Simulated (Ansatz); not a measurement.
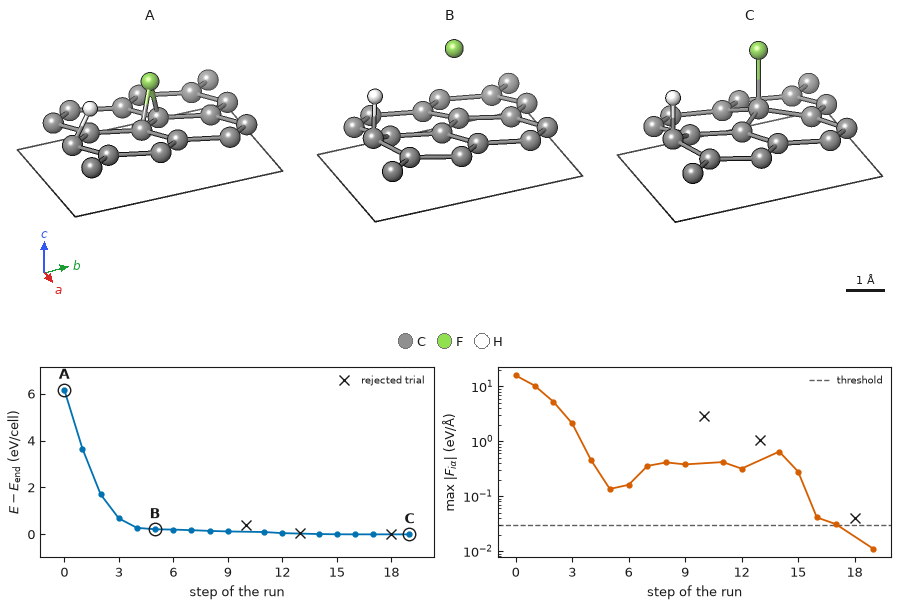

Frames of a relaxation of a slab of composition HC18F, marked on the history of the run. A ball-and-stick model of the cell of the calculation, outlined in the plane, without the vacuum (origin shifted), seen slightly off an axis.

It is HF on graphene monolayer, set down by a guess. The run prepares an end point of a later path (dissociation) calculation, from a guessed geometry.

Method: DFT PBE, scalar-relativistic, plane waves, PAW in Ansatz.

Input file:
```yaml
crystal:
  lattice:
    - [7.398, 0.0, 0.0]
    - [-3.699, 6.406856, 0.0]
    - [0.0, 0.0, 11.0]
  atoms:
    - { symbol: C, position: [0.0, 0.0, 0.09090909] }
    - { symbol: C, position: [0.22222222, 0.11111111, 0.09090909] }
    - { symbol: C, position: [0.0, 0.33333333, 0.09090909] }
    - { symbol: C, position: [0.22222222, 0.44444444, 0.09090909] }
    - { symbol: C, position: [0.0, 0.66666666, 0.09090909] }
    - { symbol: C, position: [0.22222222, 0.77777777, 0.09090909] }
    - { symbol: C, position: [0.33333333, 0.0, 0.09090909] }
    - { symbol: C, position: [0.55555556, 0.11111111, 0.09090909] }
    - { symbol: C, position: [0.33333333, 0.33333333, 0.09090909] }
    - { symbol: C, position: [0.55555555, 0.44444444, 0.09090909] }
    - { symbol: C, position: [0.33333333, 0.66666666, 0.09090909] }
    - { symbol: C, position: [0.55555555, 0.77777777, 0.09090909] }
    - { symbol: C, position: [0.66666667, 0.0, 0.09090909] }
    - { symbol: C, position: [0.88888889, 0.11111111, 0.09090909] }
    - { symbol: C, position: [0.66666667, 0.33333333, 0.09090909] }
    - { symbol: C, position: [0.88888889, 0.44444444, 0.09090909] }
    - { symbol: C, position: [0.66666666, 0.66666666, 0.09090909] }
    - { symbol: C, position: [0.88888889, 0.77777777, 0.09090909] }
    - { symbol: F, position: [0.61111111, 0.72222222, 0.19636364] }
    - { symbol: H, position: [0.7037037, 0.4074074, 0.18] }
basis:
  ecutwfc: 420.0
kpoints:
  mp_grid: { grid: [2, 2, 1] }
hamiltonian:
  xc: pbe
scf:
  occupations: { method: gaussian, width: 0.02 }
  lower_state_search: "off"
relax:
  f_tol: 0.03
  max_steps: 60
  adjacent_minimum: "off"
```

Launched with:
```bash
ansatz run input.yaml --threads 1 --pin off --max-ram 3072MiB --backend cpu --events-out ev --progress --plain --runs-dir out
```

### What happens along the run?

F19 moves most relative to the layer's centre: 0.98 Å at 45° to the normal (+c side). By element the largest moves are F 0.98 Å, H 0.57 Å, C 0.25 Å. The lattice vectors keep their values. Near-neighbour distances that change, for instance: C17–F19 1.361 → 2.371 Å, C12–F19 1.361 → 1.597 Å, C10–C15 1.424 → 1.477 Å, C11–C12 1.424 → 1.470 Å. Among the angles between lasting bonds that change: C17–C12–F19 58.5° → 101.5°, C16–C15–H20 77.4° → 100.5°, C10–C15–H20 77.4° → 99.1°. Over 16 accepted moves (19 points after the start) the energy falls by 6.165 eV per cell of the calculation. The largest force component goes from 16 to 0.011 eV/Å. The line search rejected the trial steps at points 10, 13, 18 of the run. From step 0 to 5: F19 moves most (0.89 Å), energy −5.947 eV per cell of the calculation. From step 5 to 19: F19 moves most (0.61 Å), energy −0.217 eV per cell of the calculation.

```tsv
step	E − E(0), meV/atom	largest force component, eV/Å	note
0	0.00	15.8771	
1	-125.74	10.3758	
2	-223.06	5.2870	
3	-274.13	2.1232	
4	-294.40	0.4561	
5	-297.37	0.1354	
6	-298.12	0.1610	
7	-299.32	0.3566	
8	-300.87	0.4121	
9	-302.06	0.3795	
10	-287.37	2.8801	rejected
11	-303.28	0.4181	
12	-305.63	0.3178	
13	-304.97	1.0449	rejected
14	-307.61	0.6493	
15	-308.11	0.2813	
16	-308.24	0.0409	
17	-308.24	0.0311	
18	-308.24	0.0401	rejected
19	-308.25	0.0110
```

Limits of the set-up: the periodic images lie only 7.4 Å apart, so the values are limited by the cell's size.
